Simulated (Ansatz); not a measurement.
SiSe$_{2}$

```
CELL_PARAMETERS angstrom
6.44464 0.00000 0.00000
0.00000 8.97071 0.00000
0.00000 0.00000 5.86360
ATOMIC_POSITIONS crystal
Si 0.00000 0.00000 0.75000
Si 0.50000 0.50000 0.25000
Si 0.00000 0.00000 0.25000
Si 0.50000 0.50000 0.75000
Se 0.29779 0.63146 0.00000
Se 0.79779 0.13146 0.50000
Se 0.70221 0.36854 0.00000
Se 0.20221 0.86854 0.50000
Se 0.20221 0.13146 0.00000
Se 0.70221 0.63146 0.50000
Se 0.29779 0.36854 0.50000
Se 0.79779 0.86854 0.00000
```

Space group Ibam; started from the SiSe2 prototype.

All numbers below come from Ansatz 0.2.0, DFT PBEsol, scalar-relativistic, plane waves, PAW.

Core electrons are frozen (PAW), and the valence fields are smoothed inside the atomic spheres.

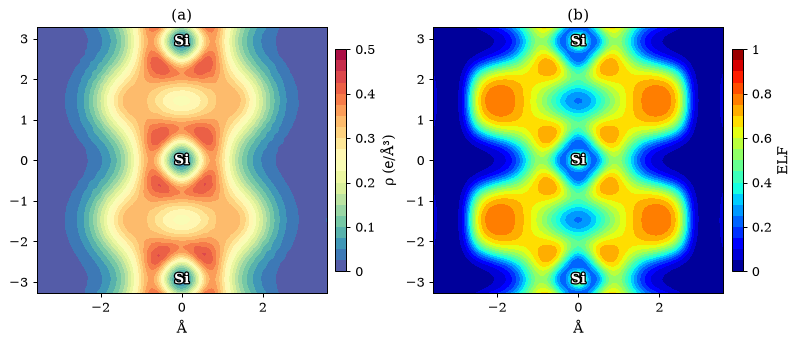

Figure 1. (a) valence electron density; (b) electron localisation function on the (010) plane of the conventional cell.

> Describe what can be read from this map.

Atoms in the plane: Si.
Between the atoms the lowest density in this plane is 0.006 e/Å³.
The ELF also peaks beside Se, away from the bonds: lone-pair regions.

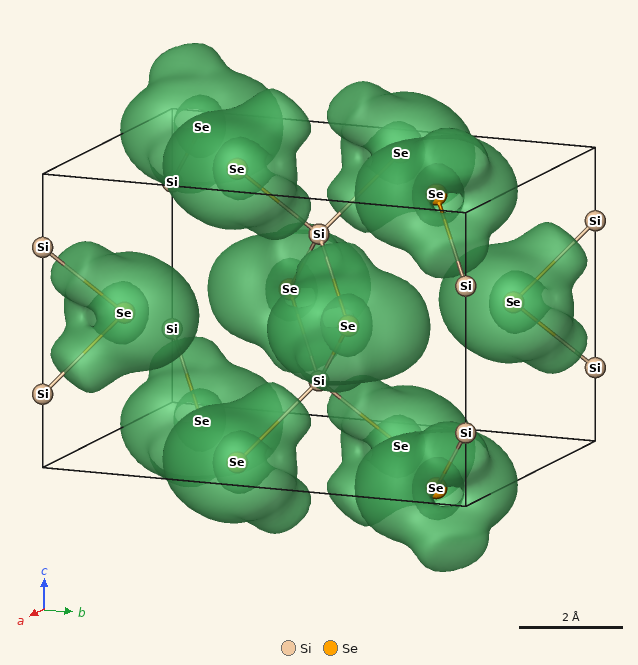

Figure 2. Isosurface of the ELF at 0.65 (green), seen slightly off an axis. Core shells and regions of very low density are left out. Sticks mark near contacts.

> What do the ELF domains correspond to?

The surface consists of eight regions on Se in which the atom's valence shell and bonds are merged, counted in one cell of 12 atoms. Regions shared between cells count once.


Si–Se (2.29 Å): the ELF peaks at about 0.90 between the atoms; a covalent bond.

> Does the calculation give a band gap?

It is gapped, with a Kohn–Sham gap of 1.6 eV on the k-point mesh (the band edges may lie off the mesh, which would make the gap smaller).
